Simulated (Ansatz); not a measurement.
**C: a changed input and its effect**

System: C (R-3m, 2 atoms in the cell).
Method of run A: DFT PBE+D3(BJ), scalar-relativistic, plane waves, PAW, no spin polarisation (Ansatz 0.2.0).

The structure derives from an entry of the Crystallography Open Database. Text and figures count atoms from 1; the logs count them from 0 in places.

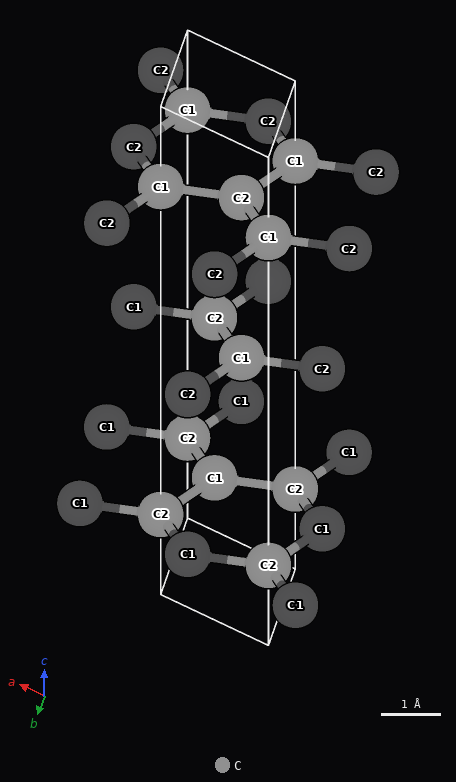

**Figure 1.** The structure as given in the input (ball-and-stick view of the cell 3 times as large as that of the calculation, set on its symmetry axes, seen at an oblique angle; neighbours outside the cell are drawn fainter; atoms are numbered from 1 in the order of the input). Near neighbours in the crystal (not all of them lie inside the picture): C has 3 C at 1.42 Å.

Input file, run A:
```yaml
crystal:
  lattice:
    - [1.2280287114, 0.7090027071, 3.3470114498]
    - [-1.2280287114, 0.7090027071, 3.3470114498]
    - [0.0, -1.4180054142, 3.3470114498]
  atoms:
    - { symbol: C, position: [0.836, 0.836, 0.836] }
    - { symbol: C, position: [0.164, 0.164, 0.164] }
basis:
  ecutwfc: 420
kpoints:
  mp_grid: { grid: [12, 12, 12] }
hamiltonian:
  xc: pbe
  dispersion: d3bj
scf:
  occupations: { method: gaussian, width: 0.1 }
output:
  forces: true
  stress: true
  eigenvalues: true
relax:
  adjacent_minimum: "off"
  f_tol: 0.05
  max_steps: 80
  cell: { stress_tol: 0.5 }
```

Command:
```bash
ansatz run input.yaml --threads 1 --pin off --max-ram 2560MiB --backend cpu --events-out ev --progress --plain --runs-dir out
```

Hardware: 1 thread of Intel Xeon (Granite Rapids), 64 GiB of memory available, shared host.

Output, shortened to warnings, some set-up lines, iterations and results (run A):
```
Basis set: ecut = 420 eV, 329 PW (Γ), FFT grids on a1−a3, a2−a3, a3, exchange–correlation on 36×36×50 points (8 copies of the dense FFT grid, shifted against one another)
Symmetry: 12 space group operations
k-points: 189 of 1728
Initial density: superposition of atomic densities (neutral atoms: chi_scale 0, normalization atom), corrected by the library's trained network
[...]
SCF iter   1: F=—  HF=-502.144578 eV  |F-HF|=—  |Δ(HF+E_count)|=         —  Δρ=2.25e-3  dr2=6.87e-4  ethr=1.77e-3  ⟨swp⟩=4.1  Hψ=9813  notcnv=0
SCF iter   2: F=—  HF=-502.145101 eV  |F-HF|=—  |Δ(HF+E_count)|=   5.23e-4  Δρ=1.18e-3  dr2=1.84e-4  ethr=8.58e-6  ⟨swp⟩=2.9  Hψ=3807  notcnv=0
SCF iter   3: F=—  HF=-502.145199 eV  |F-HF|=—  |Δ(HF+E_count)|=   9.75e-5  Δρ=2.64e-4  dr2=9.09e-6  ethr=2.30e-6  ⟨swp⟩=2.0  Hψ=2195  notcnv=0
SCF iter   4: F=—  HF=-502.145199 eV  |F-HF|=—  |Δ(HF+E_count)|=   3.88e-7  Δρ=8.67e-5  dr2=5.85e-7  ethr=1.14e-7  ⟨swp⟩=2.3  Hψ=2234  notcnv=0
SCF iter   5: F=-502.145199 eV  HF=-502.145199 eV  |F-HF|=1.01e-9  |Δ(HF+E_count)|=   1.89e-7  Δρ=6.54e-6  dr2=4.86e-9  ethr=7.31e-9  ⟨swp⟩=2.5  Hψ=2215  notcnv=0
[... 22 lines ...]
SCF iter   4: F=-502.169421 eV  HF=-502.169421 eV  |F-HF|=1.36e-12  |Δ(HF+E_count)|=  4.08e-10  Δρ=2.44e-7  dr2=8.96e-12  ethr=1.43e-12  ⟨swp⟩=2.5  Hψ=2281  notcnv=0
SCF iter   5: F=-502.169421 eV  HF=-502.169421 eV  |F-HF|=1.14e-13  |Δ(HF+E_count)|=  7.39e-13  Δρ=1.77e-8  dr2=6.40e-14  ethr=1.00e-12  ⟨swp⟩=1.0  Hψ=1512  notcnv=0
SCF iter   6: F=-502.169421 eV  HF=-502.169421 eV  |F-HF|=1.14e-13  |Δ(HF+E_count)|=  3.41e-13  Δρ=6.36e-9  dr2=5.96e-15  ethr=1.00e-12  ⟨swp⟩=1.2  Hψ=3844  notcnv=0
SCF 4 converged in 6 iterations: F = -502.169421 eV  dr2 = 5.96e-15
relax step   4: F+E_penalty+E_count = -502.16942080 eV  Δ(F+E_penalty+E_count) = -2.321e-4 eV  max|allowed force component| = 1.491e-3 eV/Å  Δτ_max = 0.0000 Å  P = +0.097 GPa …
basis re-selected at this cell: Δ(F+E_penalty+E_count) = -2.321e-4 eV, ΔP = +0.018 GPa vs the last step (what re-selecting the basis moved, of the pressure what is left beyond the Pulay correction that the steps carried, after the strain that the cell walked since its last selection, with what the …
SCF converged after 6 iterations
Free energy (F): -502.169421 eV
Harris-Foulkes:  -502.169421 eV  (|F-HF|=1.14e-13)
Internal energy: -502.169421 eV  (E = F + TS)
E sigma→0 (E₀):  -502.169421 eV
Entropy (-TS):   -0.000000 eV (-0.000 meV/atom)
Fermi energy:    7.046224 eV
--- Per-component energies (eV) ---
  E_band       = -16.668858
  E_kinetic    = 181.910827
  E_local      = -302.669383  (includes V_loc(G=0)·N_el)
  E_nonlocal   = 54.614688
  E_hartree    = 91.007577
  E_xc         = -96.047576
  E_vxc        = -118.929422  (∫ρ·V_xc dr)
  E_paw        = -198.691110  (= ΣΔE_a)
  E_vpaw       = -13.610737  (= ΣTr[D̂ρ^β])
  E_aug_tail   = 0.000014  (compensation charges beyond the density's cutoff)
  E_ewald      = -231.979703
  E_disp       = -0.314755  (pairwise vdW)
  E_smearing   = -0.000000  (= −TS)
  E_closure    = -0.000000  (closes the sum)
  Σ components = -502.169421   (vs F -502.169421, Δ=0.00e0)
--- Forces (eV/Å), atoms counted from 1 ---
  atom   1  C     -0.00000000     0.00000000     0.00149138
  atom   2  C      0.00000000    -0.00000000    -0.00149138
  max |Σ_I F_I| component: 2.17e-19 eV/Å
--- Stress (GPa, compression-positive) ---
        0.074027       0.000000      -0.000000
        0.000000       0.074027      -0.000000
       -0.000000      -0.000000       0.143503
  P = ⅓ Tr σ = 0.0972 GPa (0.972 kbar)
--- Relaxed structure (3 steps of the walk, 3 accepted, 1 SCFs on fresh bases) ---
  F+E_penalty+E_count = -502.16942080 eV   max|allowed force component| = 1.491e-3 eV/Å   (the final SCF, on the basis selected at the relaxed cell)
  cell:  # Å, volume = 17.5578 Å³
    - [1.232449134598347, 0.7115548396228771, 3.336894207314412]
    - [-1.232449134598347, 0.7115548396228771, 3.336894207314412]
    - [7.508724628596192e-33, -1.4231096792457538, 3.336894207314412]
  atoms:
    - { symbol: C, position: [0.8334132833945531, 0.8334132833945531, 0.833413283394553] }
    - { symbol: C, position: [0.16658671660544735, 0.16658671660544735, 0.16658671660544735] }
```

For run B the input was changed thus:
```diff
-  occupations: { method: gaussian, width: 0.1 }
+  occupations: { method: gaussian, width: 0.02 }
-  f_tol: 0.05
-  max_steps: 80
-  cell: { stress_tol: 0.5 }
+  f_tol: 0.01
+  max_steps: 40
```

What does this change do to the results?

The total energy of run B is 1.0 meV per atom higher, which comes with the changed settings and measures no stability. The pressure goes from 0.10 to 3.28 GPa. The volume per atom goes from 8.78 to 8.74 Å³. The number of SCF iterations is the same.

Output, shortened to warnings, some set-up lines, iterations and results (run B):
```
Warning: output.stress: scf.convergence.dr2_threshold = 1e-7 eV (the SCF's general default) is looser than the 2e-10 eV advised for a printed stress (1e-10 eV for each atom of the cell: 2). What an SCF threshold leaves in a stress goes as its square root, and in the free energy as the threshold itself, and one threshold admits the most on a small cell: of the crystals measured, under no hybrid …
Basis set: ecut = 420 eV, 329 PW (Γ), FFT grids on a1−a3, a2−a3, a3, exchange–correlation on 36×36×50 points (8 copies of the dense FFT grid, shifted against one another)
Symmetry: 12 space group operations
k-points: 189 of 1728
Initial density: superposition of atomic densities (neutral atoms: chi_scale 0, normalization atom), corrected by the library's trained network
[...]
SCF iter   1: F=—  HF=-502.144578 eV  |F-HF|=—  |Δ(HF+E_count)|=         —  Δρ=2.25e-3  dr2=6.87e-4  ethr=1.77e-3  ⟨swp⟩=5.0  Hψ=10225  notcnv=0
SCF iter   2: F=—  HF=-502.145104 eV  |F-HF|=—  |Δ(HF+E_count)|=   5.26e-4  Δρ=1.18e-3  dr2=1.84e-4  ethr=8.58e-6  ⟨swp⟩=2.9  Hψ=4489  notcnv=0
SCF iter   3: F=—  HF=-502.145203 eV  |F-HF|=—  |Δ(HF+E_count)|=   9.89e-5  Δρ=2.64e-4  dr2=9.09e-6  ethr=2.30e-6  ⟨swp⟩=2.0  Hψ=2871  notcnv=0
SCF iter   4: F=-502.145199 eV  HF=-502.145199 eV  |F-HF|=7.66e-8  |Δ(HF+E_count)|=   4.01e-6  Δρ=8.66e-5  dr2=5.85e-7  ethr=1.14e-7  ⟨swp⟩=2.3  Hψ=2231  notcnv=0
SCF iter   5: F=-502.145199 eV  HF=-502.145199 eV  |F-HF|=9.93e-10  |Δ(HF+E_count)|=   1.88e-7  Δρ=6.55e-6  dr2=4.85e-9  ethr=7.31e-9  ⟨swp⟩=2.5  Hψ=2219  notcnv=0
[... 22 lines ...]
SCF iter   4: F=-502.167469 eV  HF=-502.167469 eV  |F-HF|=2.27e-13  |Δ(HF+E_count)|=  9.44e-12  Δρ=5.08e-9  dr2=1.21e-15  ethr=1.00e-12  ⟨swp⟩=1.0  Hψ=1512  notcnv=0
SCF iter   5: F=-502.167469 eV  HF=-502.167469 eV  |F-HF|=3.41e-13  |Δ(HF+E_count)|=  3.41e-13  Δρ=1.40e-8  dr2=4.60e-15  ethr=1.00e-12  ⟨swp⟩=1.0  Hψ=1512  notcnv=0  recentre
SCF iter   6: F=-502.167469 eV  HF=-502.167469 eV  |F-HF|=1.71e-13  |Δ(HF+E_count)|=  1.71e-13  Δρ=2.91e-9  dr2=2.41e-16  ethr=1.00e-12  ⟨swp⟩=1.0  Hψ=3780  notcnv=0
SCF 4 converged in 6 iterations: F = -502.167469 eV  dr2 = 2.41e-16
relax step   4: F+E_penalty+E_count = -502.16746932 eV  Δ(F+E_penalty+E_count) = -1.705e-13 eV  max|allowed force component| = 1.655e-3 eV/Å  Δτ_max = 0.0000 Å  (6 SCF iters, …
SCF converged after 6 iterations
Free energy (F): -502.167469 eV
Harris-Foulkes:  -502.167469 eV  (|F-HF|=1.71e-13)
Internal energy: -502.167469 eV  (E = F + TS)
E sigma→0 (E₀):  -502.167469 eV
Fermi energy:    7.093716 eV
--- Per-component energies (eV) ---
  E_band       = -16.617719
  E_kinetic    = 182.542680
  E_local      = -305.753825  (includes V_loc(G=0)·N_el)
  E_nonlocal   = 54.773266
  E_hartree    = 92.326768
  E_xc         = -96.214923
  E_vxc        = -119.146096  (∫ρ·V_xc dr)
  E_paw        = -198.753822  (= ΣΔE_a)
  E_vpaw       = -13.687296  (= ΣTr[D̂ρ^β])
  E_aug_tail   = 0.000016  (compensation charges beyond the density's cutoff)
  E_ewald      = -230.773807
  E_disp       = -0.313821  (pairwise vdW)
  E_smearing   = -0.000000  (= −TS)
  E_closure    = -0.000000  (closes the sum)
  Σ components = -502.167469   (vs F -502.167469, Δ=0.00e0)
--- Forces (eV/Å), atoms counted from 1 ---
  atom   1  C     -0.00000000    -0.00000000    -0.00165521
  atom   2  C      0.00000000     0.00000000     0.00165521
  max |Σ_I F_I| component: 1.85e-17 eV/Å
--- Stress (GPa, compression-positive) ---
        4.914620      -0.000000      -0.000000
       -0.000000       4.914620       0.000000
       -0.000000       0.000000       0.008310
  P = ⅓ Tr σ = 3.2792 GPa (32.792 kbar)
--- Relaxed structure (4 steps of the walk, 4 accepted, 0 SCFs on fresh bases) ---
  F+E_penalty+E_count = -502.16746932 eV   max|allowed force component| = 1.655e-3 eV/Å
  atoms:
    - { symbol: C, position: [0.8334194957960953, 0.8334194957960953, 0.8334194957960953] }
    - { symbol: C, position: [0.16658050420390466, 0.16658050420390466, 0.1665805042039047] }
```

The two runs side by side:

```tsv
quantity	run A	run B
outcome	converged	converged
free energy per atom (eV)	−251.0847	−251.0837
gap on the mesh (eV)	0.67	0.66
pressure (GPa)	0.10	3.28
volume per atom (Å³)	8.78	8.74
largest force (eV/Å)	0.001	0.002
SCF iterations	24	24
irreducible k-points	189	189
wall time (shared host)	4.6 s	4.2 s
```

For run B: Warnings: the SCF threshold is looser than advised for the printed stress.
